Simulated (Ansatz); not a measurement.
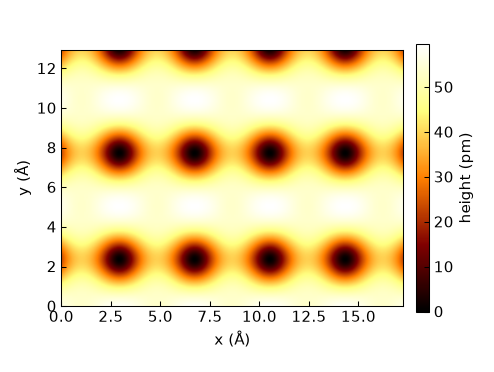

Simulated STM image (constant-current image at a set point of 7.9 × 10⁻⁶ e/Å³, sample bias −1.00 V).

Images follow the Tersoff–Hamann model: the current is the local density of the sample's states between the Fermi level and the bias, at the tip's centre. Bias windows are sharp sums over the levels of the k mesh.

> Give the periodicity of the image.

The pattern repeats on a rectangular lattice with shortest vectors of 3.8 Å and 5.4 Å at 90°, a cell of 20.6 Å², with 1 maximum above 60 % of the range in each cell.

The surface:

Si2Ni(110) (Fm-3m bulk, 6 atomic planes (those closer than 0.6 Å count as one), 10 Å, Si2Ni-terminated). The brightest spots lie over the top Ni atoms; the darkest points are over bridge points between Si atoms.

Method: DFT PBE, scalar-relativistic, plane waves, PAW (Ansatz). Cutoff 420 eV, 15 × 11 k-points, Gaussian smearing 0.1 eV, dipole correction. The slab is a cut without reconstruction beyond its cell, at the source's lattice constants, with its lower half held fixed and the rest relaxed. No spin polarisation (the relaxation was started with spin and lost its moment; a magnetic state may still lie lower). The run warns that the functional's potential is rough in the thin density of the vacuum, where the tip is; weak contrasts and barriers may feel it.
